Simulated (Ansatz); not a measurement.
System: a (110) slab cut from Sn (Fd-3m), 12 atoms in the cell. Starting structure of the relaxation:

```
Sn
1.0
     9.29642    0.00000    0.00000
     0.00000    6.57356    0.00000
     0.00000    0.00000   20.64821
Sn
12
Direct
  0.25000 0.00000 0.38744
  0.75000 0.00000 0.38744
  0.50000 0.25000 0.38744
  0.00000 0.25000 0.38744
  0.50000 0.50000 0.50000
  0.00000 0.50000 0.50000
  0.75000 0.75000 0.50000
  0.25000 0.75000 0.50000
  0.75000 0.00000 0.61256
  0.25000 0.00000 0.61256
  0.00000 0.25000 0.61256
  0.50000 0.25000 0.61256
```

Level of theory: DFT PBE+D3(BJ), scalar-relativistic, plane waves, PAW, no spin polarisation, 2×3×1 k mesh, 420 eV cutoff; code Ansatz 0.2.0.

What does the potential across the slab give for the work function?

The work function is 4.22 eV, the same on both faces. The two vacuum levels agree, so the slab has no net dipole along its normal. The outermost atoms are 4.7 Å apart, which leaves 16.0 Å of vacuum in a cell 20.6 Å high.

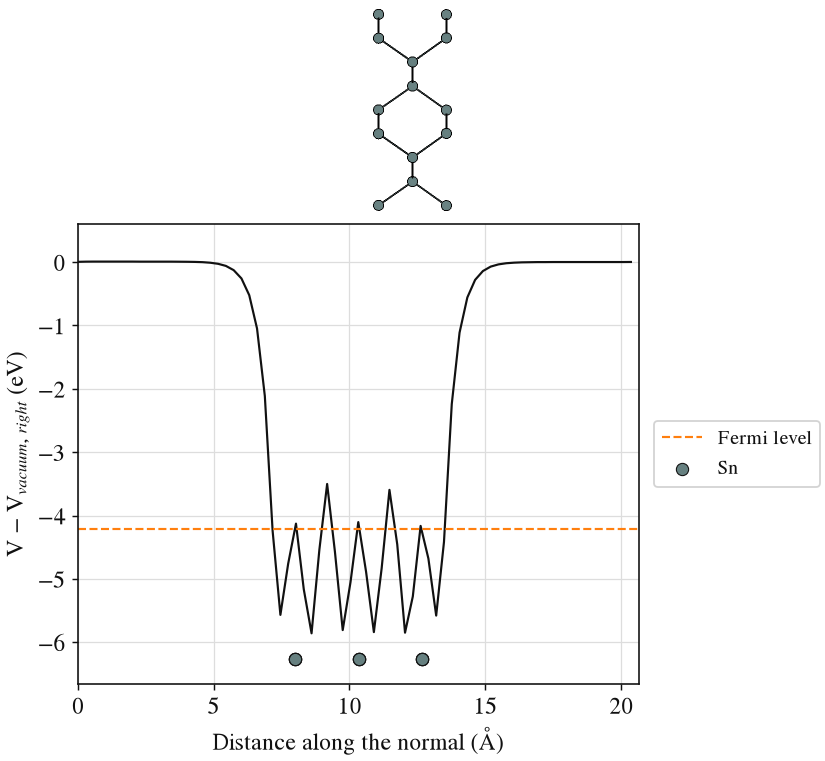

Plane-averaged electrostatic potential energy of an electron across the slab; circles at the bottom mark the heights of the atoms (positions after relaxation). The structure is drawn too.
